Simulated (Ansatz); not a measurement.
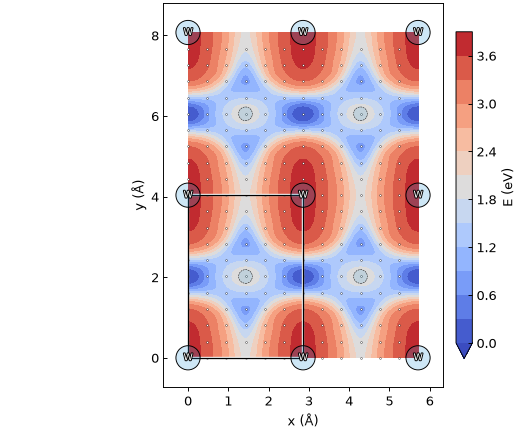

Energy landscape of C on a W(110) slab cut from the Fm-3m phase, its upper half relaxed before the scan (4 atoms of substrate and one adsorbate in a 1 × 1 cell). C is moved over the surface cell; relaxed at each place: the height of the adsorbate's atoms; substrate rigid; the origin of the map has the adsorbate above W4. Places are given modulo a cell vector. The map is drawn in real space over the plane of the surface. The scan uses a 6 × 10 grid; 24 points were computed and 36 follow by symmetry. Energies: eV, counted from the lowest grid point. With one adsorbate in each 1 × 1 cell, its nearest image is 2.9 Å away, so neighbouring adsorbates interact. These are results of DFT PBE, scalar-relativistic, plane waves, PAW in Ansatz 0.2.0, not measurements. Settings: cutoff 420 eV, k-mesh 9×7×1, gaussian smearing 0.1 eV, no spin polarisation.

The picture shows filled contours, dots at the grid points, labelled circles for the atoms of the top layer and small ones for the second layer, the outline of one cell of the 2 × 2 shown. Between grid points the surface is interpolated. 

> Describe this landscape.

The lowest grid point is at the trough between two rows of top atoms, (0/6, 5/10) of the cell vectors. A higher local minimum lies near (3/6, 3/10) of the cell vectors [nearest 3 W at 2.00 Å] (0.83 eV above the lowest at that grid point). The highest grid point, the top site over a surface W atom, (0/6, 0/10) of the cell vectors, lies 3.72 eV above the lowest. On the interpolated surface the easiest way out of the lowest well to the well at (3/6, 3/10) of the cell vectors [nearest 3 W at 2.00 Å] passes a barrier of about 1.3 eV. At the lowest point the adsorbate has 4 W at 2.07 Å as nearest neighbours, at the highest 1 W at 1.90 Å. Its relaxed height above the top atom is 0.40 Å at the lowest and 1.90 Å at the highest point.

Grid values (eV):

| second ↓, first → | 0/6 | 1/6 | 2/6 | 3/6 | 4/6 | 5/6 |
| --- | --- | --- | --- | --- | --- | --- |
| 9/10 | 3.71 | 3.44 | 2.74 | 1.85 | 2.74 | 3.44 |
| 8/10 | 3.64 | 3.35 | 2.55 | 1.28 | 2.55 | 3.35 |
| 7/10 | 3.28 | 2.96 | 1.79 | 0.83 | 1.79 | 2.96 |
| 6/10 | 1.36 | 1.35 | 1.33 | 1.46 | 1.33 | 1.35 |
| 5/10 | 0.00 | 0.74 | 1.62 | 2.02 | 1.62 | 0.74 |
| 4/10 | 1.36 | 1.35 | 1.33 | 1.46 | 1.33 | 1.35 |
| 3/10 | 3.28 | 2.96 | 1.79 | 0.83 | 1.79 | 2.96 |
| 2/10 | 3.64 | 3.35 | 2.55 | 1.28 | 2.55 | 3.35 |
| 1/10 | 3.71 | 3.44 | 2.74 | 1.85 | 2.74 | 3.44 |
| 0/10 | 3.72 | 3.46 | 2.80 | 2.01 | 2.80 | 3.46 |

Each point was launched as `ansatz run input.yaml --threads 2 --pin off --max-ram 6144MiB --backend cpu --events-out ev --progress --plain --runs-dir out`. Time for the 24 points that were run: 18 min on 2 threads of Arm Neoverse V1 (shared host).

PAW datasets: the set soft_1.
